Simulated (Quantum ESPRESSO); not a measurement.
**Sn: 7 runs along one coordinate**

System: Sn (2 atoms in the cell).
Method: Kohn-Sham DFT of a periodic cell, LDA, GBRV 1.5 LDA, no spin polarisation (Quantum ESPRESSO 7.5).

The 7 runs differ only in the geometry, by an even scaling of the cell at fixed fractional positions. The structure derives from a Materials Project entry.

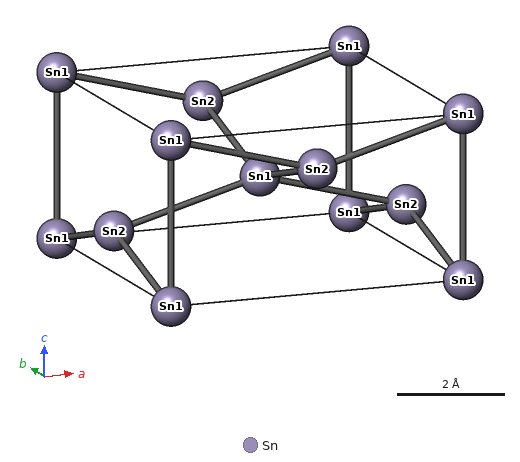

Figure 1. The structure of run 4 (ball-and-stick view of the cell 2 times as large as that of the calculation, set on its symmetry axes, seen slightly off an axis; atoms are numbered from 1 in the order of the input). An atom can appear more than once, as a periodic image.

### Input of run 4
```
&CONTROL
  calculation = 'scf'
  prefix = 'pwscf'
  outdir = './tmp'
  pseudo_dir = './pseudo'
  tprnfor = .true.
  tstress = .true.
  disk_io = 'nowf'
/
&SYSTEM
  ibrav = 0
  nat = 2
  ntyp = 1
  ecutwfc = 68
  ecutrho = 544
  nbnd = 21
  occupations = 'smearing'
  smearing = 'fd'
  degauss = 0.00367493
/
&ELECTRONS
  conv_thr = 4d-10
  electron_maxstep = 120
  mixing_beta = 0.5
/
ATOMIC_SPECIES
Sn   118.7100 sn_lda_v1.4.uspp.F.UPF
CELL_PARAMETERS angstrom
  -2.9401404553    2.9401404553    1.5993019889
   2.9401404553   -2.9401404553    1.5993019889
   2.9401404553    2.9401404553   -1.5993019889
ATOMIC_POSITIONS crystal
Sn     0.0000000000    0.0000000000    0.0000000000
Sn     0.7500000000    0.2500000000    0.5000000000
K_POINTS automatic
9 9 9 0 0 0
```

Command:
```bash
OMP_NUM_THREADS=1 mpirun -n 2 pw.x -nk 2 -in pw.in > pw.out
```

Run 5 differs from it as follows:
```diff
-  -2.9401404553    2.9401404553    1.5993019889
-   2.9401404553   -2.9401404553    1.5993019889
-   2.9401404553    2.9401404553   -1.5993019889
+  -2.9596121516    2.9596121516    1.6098937015
+   2.9596121516   -2.9596121516    1.6098937015
+   2.9596121516    2.9596121516   -1.6098937015
```

### Results, with one run withheld

```csv
run,volume per atom (Å³),"free energy per atom, from the lowest run given (meV)",pressure (GPa)
1,25.991,0.00,0.16
2,26.544,0.73,−1.07
3,27.097,5.46,−2.17
4,27.650,13.79,−3.14
5,28.203,?,?
6,28.756,39.65,−4.76
7,29.309,56.47,−5.44
```

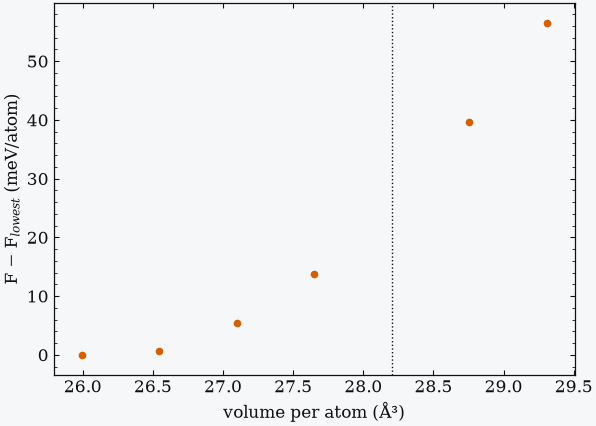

Figure 2. Free energy per atom of the runs given; the dotted line marks run 5.

Estimate the energy of run 5 from the others.

A cubic polynomial in V^(−2/3) (the Birch–Murnaghan form), fitted to the 6 runs given, misses them by at most 0.01 meV per atom. With x = V^(−2/3) − 0.10972 Å⁻², it reads F = 11.457 − 6256.8 x + 8.2772e+05 x² + 2.4663e+06 x³ (meV per atom). At run 5 it gives 25.31 meV per atom, and the run itself gives 25.33. The slope of the fit gives a pressure −dF/dV of −3.76 GPa there, and the run prints −4.00 GPa. The two needn't agree exactly: the fit is approximate, and the printed stress is taken on a finite basis. The fit has its minimum at 26.174 Å³ per atom, where V d²F/dV² gives 59.9 GPa. Cell shape and fractional positions are held, so this is the stiffness under even scaling; the relaxed bulk modulus wasn't computed.

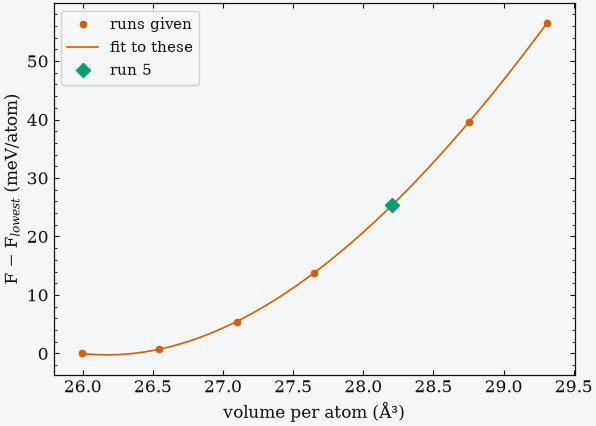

Figure 3. The fit and the withheld run.

### Some lines of the output (run 5)
```
[...]
     total energy              =    -317.27781154 Ry
     total energy              =    -317.79684597 Ry
     total energy              =    -317.80282878 Ry
     total energy              =    -317.80362029 Ry
     total energy              =    -317.80430904 Ry
     total energy              =    -317.80433759 Ry
     total energy              =    -317.80434735 Ry
     total energy              =    -317.80434777 Ry
     total energy              =    -317.80434780 Ry
     the Fermi energy is     9.8348 ev
!    total energy              =    -317.80434780 Ry
     The total energy is F=E-TS. E is the sum of the following terms:
     Computing stress (Cartesian axis) and pressure
          total   stress  (Ry/bohr**3)                   (kbar)     P=      -39.98
```
